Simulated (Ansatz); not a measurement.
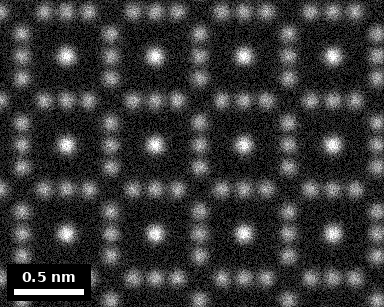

HAADF-like image of a crystal. Simulated incoherent Z contrast: every atom adds Z^1.7 spread by a probe of 0.84 Å full width; channelling and multiple scattering are left out. The probe carries 25 % of its weight in a tail 2.5 times as wide. The display is stretched by a gamma of 0.65; percentages refer to the linear signal. Shot noise was added.

Give the net of the columns and its spacings.

The pattern repeats on a square net with a repeat of 6.4 Å.

Which plane group does this projection have?

p4mm: fourfold points with mirror lines through them along the axes and the diagonals.

How many columns does the smallest repeating cell hold, and how many levels of brightness?

7 columns in the primitive cell of 41.2 Å², with 2 levels of brightness (about 100, 50 % of the brightest, counted from the darkest point).

The crystal is Yb (Pm-3n, No. 223) seen along [001]. Atomic positions: the end point of a relaxation with DFT, PBEsol, plane waves (420 eV) with PAW, scalar-relativistic (Ansatz 0.2.0); the starting structure was generated, so it need not be a known form of this composition.
